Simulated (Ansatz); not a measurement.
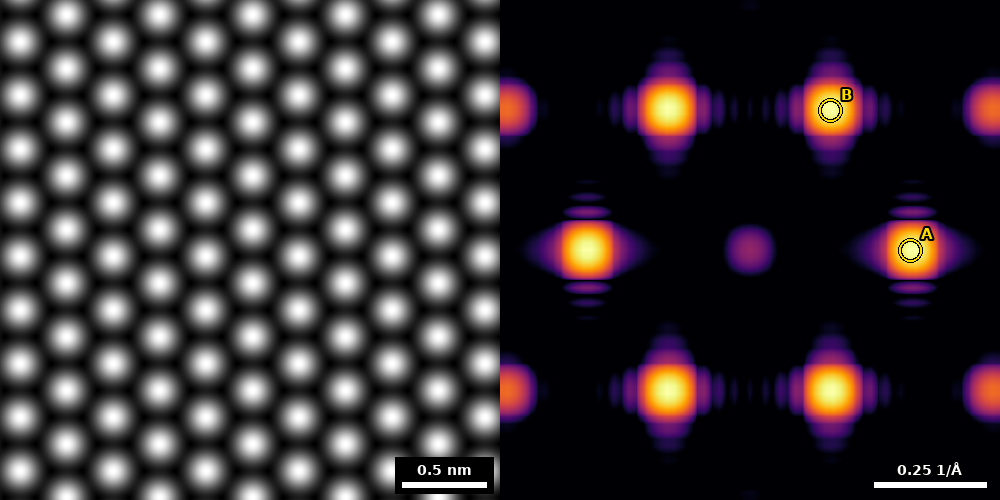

iDPC-like image of Er (Im-3m, No. 229) along [111]. Simulated as the projected potential of neutral atoms (B = 0.8 Å²) blurred by a 1.21 Å probe, the thin-sample limit of integrated differential phase contrast. The display is stretched by a gamma of 0.65; percentages refer to the linear signal. Structure: the input geometry of a calculation; the starting structure was generated, so it need not be a known form of this composition.

The right panel is the modulus of the image's Fourier transform on a logarithmic scale.

a = 3.944 Å, b = 3.944 Å, c = 3.944 Å, α = 90.00°, β = 90.00°, γ = 90.00°

Index the marked spots and give their plane spacings (the zone axis points at the viewer; indices equivalent by symmetry, or all signs reversed, are as good).

Answer. A: (-1 0 1), d = 2.79 Å; B: (0 -1 1), d = 2.79 Å. A and B enclose 60°, and every spot obeys the zone law hu + kv + lw = 0 for [111].
